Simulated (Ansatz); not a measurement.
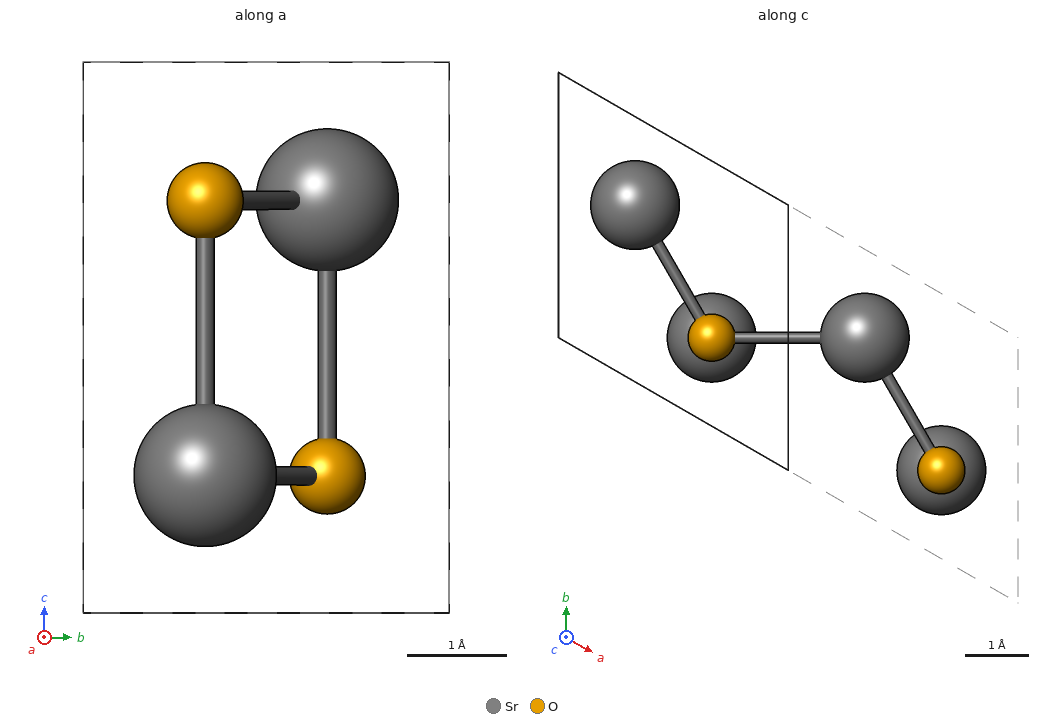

The figure gives a ball-and-stick picture of the atoms, viewed along the a axis and along the c axis. Shown are 2×1×1 repeats of the unit cell, one of them outlined in solid lines.

SrO, a = 4.28 Å, b = 4.28 Å, c = 5.57 Å, α = 90.00°, β = 90.00°, γ = 120.00°.

Theory: DFT PBEsol, scalar-relativistic, plane waves, PAW in Ansatz 0.2.0. Numerical settings: a cutoff energy of 420 eV, a 6×6×6 mesh of k-points, Gaussian smearing of 0.05 eV, no spin polarisation.

> Does it come out as a metal, or with a gap?

A semiconductor at this level, with a gap of 2.31 eV on the k-mesh (the true edges may lie between mesh points, so the gap can be somewhat smaller).

> Give the pressure and its sign.

The computed pressure is -5.8 GPa (stretched: it would shrink). The stress isn't hydrostatic: its largest component is 8.7 GPa.

The cell started as a structure listed in the Materials Project. The cell was then strained or its atoms displaced on purpose. An electronic-structure calculation with Ansatz was run on it.

At this level of theory the cell isn't at rest (stretched, at -6 GPa), so its distances can differ from those at equilibrium, the more so the softer the solid.
